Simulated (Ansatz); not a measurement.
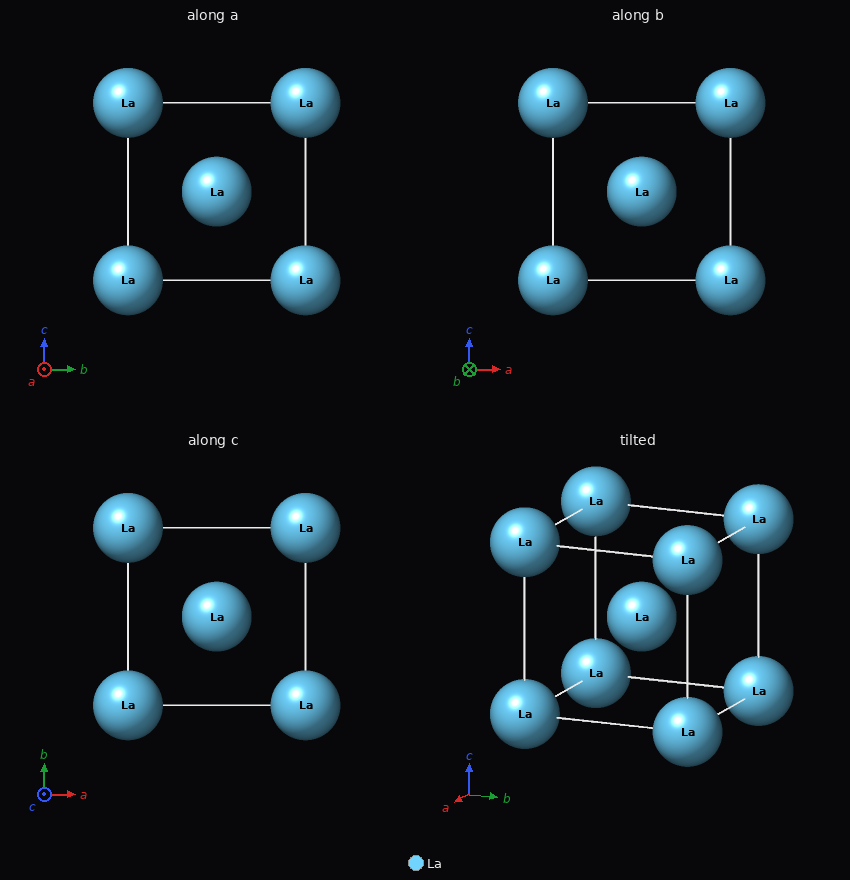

Spheres-only representation of a periodic structure, projected along the a axis, along the b axis, along the c axis and slightly off an axis. The box is the conventional unit cell; atoms on or close to its faces, edges and corners are drawn wherever they repeat.

Lattice parameters: a = 4.190 Å, b = 4.190 Å, c = 4.190 Å, α = 90.00°, β = 90.00°, γ = 90.00°.

Question: Set out the cell and atoms as a table of Wyckoff sites.

Answer: Space group Im-3m (No. 229).
```tsv
atom	site	x	y	z
La	2a	0.0000	0.0000	0.0000
```

Its origin is a structure type filled with this element by a generator (whether the element takes this form wasn't checked). Earlier steps of the study may have refined or changed the cell and positions. A calculation with Ansatz used it as input.
